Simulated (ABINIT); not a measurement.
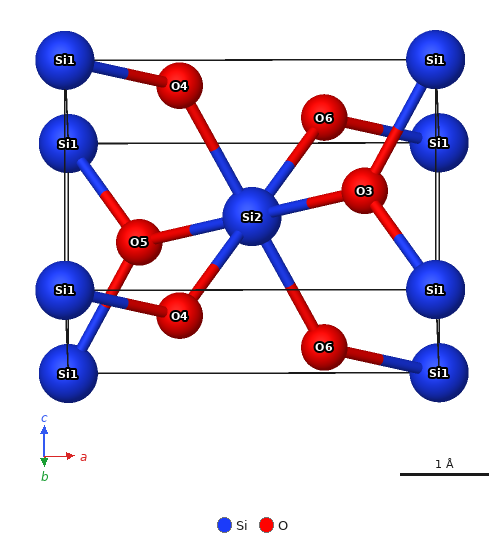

*The structure (ball-and-stick view of the cell of the calculation, seen at an oblique angle; atoms are numbered from 1 in the order of the input). An atom can appear more than once, as a periodic image.*

Near neighbours in the periodic cell (some may lie outside the picture): Si has 6 O at 1.78 to 1.84 Å; O has 3 Si at 1.78 to 1.84 Å.

# G0W0 calculation, with input and output: SiO2 (part 1 of 3)

- system: SiO2 (P4₂/mnm, 6 atoms in the cell)
- method: Kohn-Sham DFT of a periodic cell, PBE, PseudoDojo NC SR PBE v0.4.1 standard, G0W0, no spin polarisation (ABINIT 10.8.3)

The structure derives from a Materials Project entry.

Input:
```
# Datasets
ndtset 4

# Pseudopotentials
pp_dirpath "./"
pseudos "Si.upf, O.upf"

# Structure
acell 3*1.0
rprim
     7.9995300493     0.0000000000     0.0000000000
     0.0000000000     7.9995300493     0.0000000000
     0.0000000000     0.0000000000     5.0899678680
ntypat 2
znucl 14 8
natom 6
typat 1 1 2 2 2 2
xred
            0.0            0.0            0.0
            1/2            1/2            1/2
   0.8068390000   0.1931610000            1/2
   0.3068390000   0.3068390000            0.0
   0.1931610000   0.8068390000            1/2
   0.6931610000   0.6931610000            0.0

# Plane-wave basis
ecut 35.0

# k points
kptopt 1
ngkpt 4 4 4
nshiftk 1
shiftk 0.0 0.0 0.0
istwfk *1

# Exchange and correlation
ixc 11

# Bands and occupations
occopt 1

# SCF cycle
nstep 80
diemac 6.0

# Output
iomode 3
prteig 0
prtebands 0

# Dataset 1: ground state
nband1 16
tolvrs1 1.0e-12
prtden1 1
prtwf1 0

# Dataset 2: empty bands at fixed density
iscf2 -2
getden2 1
nband2 126
nbdbuf2 10
tolwfr2 1.0e-12
nstep2 120
prtden2 0

# Dataset 3: screening
optdriver3 3
getwfk3 2
nband3 116
ecuteps3 8.5
ecutwfn3 21.0
inclvkb3 2
ppmodel3 4
nfreqim3 0

# Dataset 4: self-energy
optdriver4 4
getwfk4 2
nband4 116
ecuteps4 8.5
ecutsigx4 35.0
ecutwfn4 35.0
symsigma4 1
getscr4 3
getden4 1
ppmodel4 4
gw_qprange4 0
```

Hardware: 4 threads of Intel Xeon (Granite Rapids), 192 GiB of memory available, shared host.

Launch command:
```bash
mpirun --bind-to none -np 4 abinit run.abi > log 2>&1
```

Log:
```
.Version 10.8.3 of ABINIT
 DATASET    1 : space group P4_2/m n m (#136); Bravais tP (primitive tetrag.)
================================================================================
 Values of the parameters that define the memory need for DATASET  1.
     intxc =       0    ionmov =       0      iscf =       7    lmnmax =       6
     lnmax =       6     mgfft =      45  mpssoang =       3    mqgrid =    3001
     natom =       6  nloc_mem =       1    nspden =       1   nspinor =       1
    nsppol =       1      nsym =      16    n1xccc =    2501    ntypat =       2
    occopt =       1   xclevel =       2
       mpw =        3240          nfft =       60750          nkpt =          18
================================================================================
================================================================================

 DATASET    2 : space group P4_2/m n m (#136); Bravais tP (primitive tetrag.)
================================================================================
 Values of the parameters that define the memory need for DATASET  2.
     intxc =       0    ionmov =       0      iscf =      -2    lmnmax =       6
     lnmax =       6     mgfft =      45  mpssoang =       3    mqgrid =    3001
     natom =       6  nloc_mem =       1    nspden =       1   nspinor =       1
    nsppol =       1      nsym =      16    n1xccc =    2501    ntypat =       2
    occopt =       1   xclevel =       2
       mpw =        3240          nfft =       60750          nkpt =          18
================================================================================
================================================================================

 DATASET    3 : space group P4_2/m n m (#136); Bravais tP (primitive tetrag.)
================================================================================
 Values of the parameters that define the memory need for DATASET  3.
     intxc =       0    ionmov =       0      iscf =       7    lmnmax =       6
     lnmax =       6     mgfft =      36  mpssoang =       3    mqgrid =    3001
     natom =       6  nloc_mem =       1    nspden =       1   nspinor =       1
    nsppol =       1      nsym =      16    n1xccc =    2501    ntypat =       2
    occopt =       1   xclevel =       2
       mpw =        1527          nfft =       31104          nkpt =          18
================================================================================
================================================================================

 DATASET    4 : space group P4_2/m n m (#136); Bravais tP (primitive tetrag.)
================================================================================
 Values of the parameters that define the memory need for DATASET  4.
     intxc =       0    ionmov =       0      iscf =       7    lmnmax =       6
     lnmax =       6     mgfft =      45  mpssoang =       3    mqgrid =    3001
     natom =       6  nloc_mem =       1    nspden =       1   nspinor =       1
    nsppol =       1      nsym =      16    n1xccc =    2501    ntypat =       2
    occopt =       1   xclevel =       2
       mpw =        3240          nfft =       60750          nkpt =          18
================================================================================
================================================================================

--------------------------------------------------------------------------------
------------- Echo of variables that govern the present computation ------------
--------------------------------------------------------------------------------
 -outvars: echo values of preprocessed input variables --------
            acell      1.0000000000E+00  1.0000000000E+00  1.0000000000E+00 Bohr
              amu      2.80855000E+01  1.59994000E+01
           diemac      6.00000000E+00
             ecut1     3.50000000E+01 Hartree
             ecut2     3.50000000E+01 Hartree
             ecut3     2.10000000E+01 Hartree
             ecut4     3.50000000E+01 Hartree
          ecuteps1     0.00000000E+00 Hartree
          ecuteps2     0.00000000E+00 Hartree
          ecuteps3     8.50000000E+00 Hartree
          ecuteps4     8.50000000E+00 Hartree
         ecutsigx1     0.00000000E+00 Hartree
         ecutsigx2     0.00000000E+00 Hartree
         ecutsigx3     0.00000000E+00 Hartree
         ecutsigx4     3.50000000E+01 Hartree
          ecutwfn1     0.00000000E+00 Hartree
          ecutwfn2     0.00000000E+00 Hartree
          ecutwfn3     2.10000000E+01 Hartree
          ecutwfn4     3.50000000E+01 Hartree
           getden1          0
           getden2          1
           getden3          0
           getden4          1
           getscr1          0
           getscr2          0
           getscr3          0
           getscr4          3
           getwfk1          0
           getwfk2          0
           getwfk3          2
           getwfk4          2
             iscf1          7
             iscf2         -2
             iscf3          7
             iscf4          7
              ixc          11
           jdtset        1    2    3    4
         kptrlatt        4    0    0      0    4    0      0    0    4
          kptrlen      2.03598715E+01
            natom           6
            nband1         16
            nband2        126
            nband3        116
            nband4        116
           nbdbuf1          0
           nbdbuf2         10
           nbdbuf3          0
           nbdbuf4          0
           ndtset           4
          nfreqim1         -1
          nfreqim2         -1
          nfreqim3          0
          nfreqim4         -1
            ngfft1         45      45      30
            ngfft2         45      45      30
            ngfft3         36      36      24
            ngfft4         45      45      30
             nkpt          18
           npweps1          0
           npweps2          0
           npweps3        407
           npweps4        407
          npwsigx1          0
          npwsigx2          0
          npwsigx3          0
          npwsigx4       3217
            nstep1         80
            nstep2        120
            nstep3         80
            nstep4         80
             nsym          16
           ntypat           2
        optdriver1          0
        optdriver2          0
        optdriver3          3
        optdriver4          4
          ppmodel1          1
          ppmodel2          1
          ppmodel3          4
          ppmodel4          4
           prtden1          1
           prtden2          0
           prtden3          1
           prtden4          1
        prtebands           0
           prteig           0
            prtwf1          0
            prtwf2          1
            prtwf3          1
            prtwf4          1
            rprim      7.9995300493E+00  0.0000000000E+00  0.0000000000E+00
                       0.0000000000E+00  7.9995300493E+00  0.0000000000E+00
                       0.0000000000E+00  0.0000000000E+00  5.0899678680E+00
          spgroup         136
           tolvrs1     1.00000000E-12
           tolvrs2     0.00000000E+00
           tolvrs3     0.00000000E+00
           tolvrs4     0.00000000E+00
           tolwfr1     0.00000000E+00
           tolwfr2     1.00000000E-12
           tolwfr3     0.00000000E+00
           tolwfr4     0.00000000E+00
            typat      1  1  2  2  2  2
           xangst      0.0000000000E+00  0.0000000000E+00  0.0000000000E+00
                       2.1165844986E+00  2.1165844986E+00  1.3467474991E+00
                       3.4154858405E+00  8.1768315666E-01  1.3467474991E+00
                       1.2989013419E+00  1.2989013419E+00  0.0000000000E+00
                       8.1768315666E-01  3.4154858405E+00  1.3467474991E+00
                       2.9342676552E+00  2.9342676552E+00  0.0000000000E+00
            xcart      0.0000000000E+00  0.0000000000E+00  0.0000000000E+00
                       3.9997650246E+00  3.9997650246E+00  2.5449839340E+00
                       6.4543328254E+00  1.5451972239E+00  2.5449839340E+00
                       2.4545678008E+00  2.4545678008E+00  0.0000000000E+00
                       1.5451972239E+00  6.4543328254E+00  2.5449839340E+00
                       5.5449622485E+00  5.5449622485E+00  0.0000000000E+00
             xred      0.0000000000E+00  0.0000000000E+00  0.0000000000E+00
                       5.0000000000E-01  5.0000000000E-01  5.0000000000E-01
                       8.0683900000E-01  1.9316100000E-01  5.0000000000E-01
                       3.0683900000E-01  3.0683900000E-01  0.0000000000E+00
                       1.9316100000E-01  8.0683900000E-01  5.0000000000E-01
                       6.9316100000E-01  6.9316100000E-01  0.0000000000E+00
            znucl       14.00000    8.00000

================================================================================

 chkinp: Checking input parameters for consistency, jdtset=   1.

 chkinp: Checking input parameters for consistency, jdtset=   2.

 chkinp: Checking input parameters for consistency, jdtset=   3.

 chkinp: Checking input parameters for consistency, jdtset=   4.

================================================================================
== DATASET  1 ==================================================================

--- !DatasetInfo
iteration_state: {dtset: 1, }
dimensions: {natom: 6, nkpt: 18, mband: 16, nsppol: 1, nspinor: 1, nspden: 1, mpw: 3240, }
cutoff_energies: {ecut:  35.0, pawecutdg:  -1.0, }
electrons: {nelect:   3.20000000E+01, charge:   0.00000000E+00, occopt:   1.00000000E+00, tsmear:   1.00000000E-02, }
meta: {optdriver: 0, ionmov: 0, optcell: 0, iscf: 7, paral_kgb: 0, }
...

 Exchange-correlation functional for the present dataset will be:
  GGA: Perdew-Burke-Ernzerhof functional - ixc=11
  J.P.Perdew, K.Burke, M.Ernzerhof, PRL 77, 3865 (1996)

 Real(R)+Recip(G) space primitive vectors, cartesian coordinates (Bohr,Bohr^-1):
 R(1)=  7.9995300  0.0000000  0.0000000  G(1)=  0.1250073  0.0000000  0.0000000
 R(2)=  0.0000000  7.9995300  0.0000000  G(2)=  0.0000000  0.1250073  0.0000000
 R(3)=  0.0000000  0.0000000  5.0899679  G(3)=  0.0000000  0.0000000  0.1964649
 Unit cell volume ucvol=  3.2571967E+02 bohr^3
 Angles (23,13,12)=  9.00000000E+01  9.00000000E+01  9.00000000E+01 degrees

 getcut: wavevector=  0.0000  0.0000  0.0000  ngfft=  45  45  30
         ecut(hartree)=     35.000   => boxcut(ratio)=   2.06533

--- Pseudopotential description ------------------------------------------------
- pspini: atom type   1  psp file is ./Si.upf
  14.00000   4.00000  171031                  znucl, zion, pspdat
12 -101130 2 -1 1510                          pspcod,pspxc,lmax,lloc,mmax
     nproj     2     2     2

- pspini: atom type   2  psp file is ./O.upf
   8.00000   6.00000  171031                  znucl, zion, pspdat
12 -101130 2 -1 936                           pspcod,pspxc,lmax,lloc,mmax
     nproj     2     2     1

   1.39098408E+03                                ecore*ucvol(ha*bohr**3)
--------------------------------------------------------------------------------

================================================================================

--- !BeginCycle
iteration_state: {dtset: 1, }
solver: {iscf: 7, nstep: 80, nline: 4, wfoptalg: 0, }
tolerances: {tolvrs: 1.00E-12, }
...

     iter   Etot(hartree)      deltaE(h)  residm     vres2
 ETOT  1  -74.485622862656    -7.449E+01 3.867E-01 4.085E+02
 ETOT  2  -74.723550981754    -2.379E-01 2.478E-01 2.823E+02
 ETOT  3  -74.863426078453    -1.399E-01 1.788E-02 4.464E+00
 ETOT  4  -74.865128502075    -1.702E-03 5.582E-04 8.530E-02
 ETOT  5  -74.865164924358    -3.642E-05 1.663E-05 6.449E-04
 ETOT  6  -74.865165233302    -3.089E-07 1.043E-06 7.940E-05
 ETOT  7  -74.865165265406    -3.210E-08 5.120E-08 1.419E-06
 ETOT  8  -74.865165266484    -1.079E-09 3.372E-09 7.540E-09
 ETOT  9  -74.865165266525    -4.040E-11 1.934E-10 3.138E-10
 ETOT 10  -74.865165266528    -2.728E-12 1.285E-11 9.243E-13

 At SCF step   10       vres2   =  9.24E-13 < tolvrs=  1.00E-12 =>converged.

 Cartesian components of stress tensor (hartree/bohr^3)
  sigma(1 1)=  1.11257425E-04  sigma(3 2)=  0.00000000E+00
  sigma(2 2)=  1.11257425E-04  sigma(3 1)=  0.00000000E+00
  sigma(3 3)=  1.05989605E-04  sigma(2 1)=  0.00000000E+00
```
